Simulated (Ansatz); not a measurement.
**ZrS: density, localisation and related maps**

Input file:

```
crystal:
  lattice:
    - [0.0, 2.4702195758, 2.964263491]
    - [2.4702195758, 0.0, 2.964263491]
    - [2.4702195758, 2.4702195758, 0.0]
  atoms:
    - { symbol: Zr, position: [0.0, 0.0, 0.0] }
    - { symbol: S, position: [0.5, 0.5, 0.5] }
basis:
  ecutwfc: 420
kpoints:
  mp_grid: { grid: [18, 18, 18] }
hamiltonian:
  xc: pbesol
scf:
  occupations: { method: gaussian, width: 0.15 }
output:
  forces: true
  stress: true
  eigenvalues: true
  write_density: true
  write_potential: true
  elf: true
  volumetric_format: npy
```

Command:

```sh
ansatz run input.yaml --threads 1 --pin off --max-ram 2560MiB --backend cpu --events-out ev --progress --plain --runs-dir out
```

Below, planes, directions and counts refer to the conventional cell (a = 3.49 Å, b = 3.49 Å, c = 5.93 Å, α = 90.00°, β = 90.00°, γ = 90.00°).

Space group I4/mmm; computed pressure about 4 GPa in this cell.

All numbers below come from DFT PBEsol, scalar-relativistic, plane waves, PAW (Ansatz).

Core electrons are frozen (PAW), and the valence fields are smoothed inside the atomic spheres.

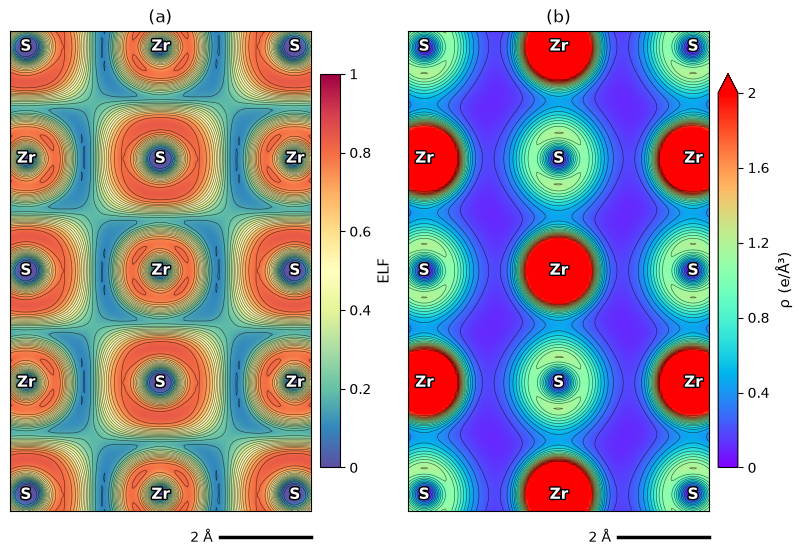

Figure 1. (a) ELF; (b) valence charge density (pseudo) on the (110) plane of the conventional cell.

Q: Read the bonding off the picture.

A: The plane passes through Zr and S nuclei. Zr–S (2.47 Å): ρ at the midpoint is about 0.46 e/Å³; the ELF peaks at about 0.85 in the valence shell of S, 0.8 Å from its nucleus, and is about 0.25 at the midpoint: no localised pair shows between them. Between the atoms the lowest density in this plane is 0.11 e/Å³. The features right at Zr lie inside the PAW spheres, where the map follows smoothed inner orbitals and isn't to be read closely.

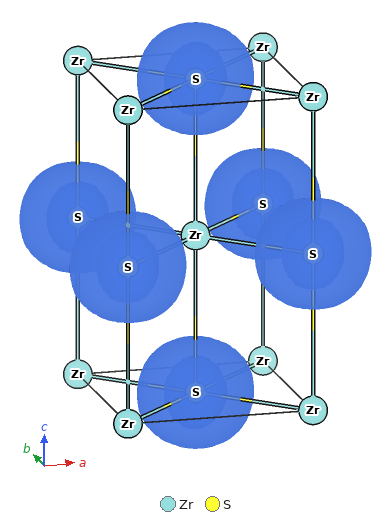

Figure 2. Isosurface of the ELF at 0.75 (blue), seen slightly off an axis. Core shells and regions of very low density are left out. Sticks mark near contacts.

Q: Where are the electrons localised?

A: At this value the surface marks out two regions wrapped around S (the valence shell of each), counted in one cell of 4 atoms. Regions shared between cells count once.

Q: Does the calculation make it a metal, or give it a gap?

A: It is metallic or semimetallic at this level of theory: no gap opens.
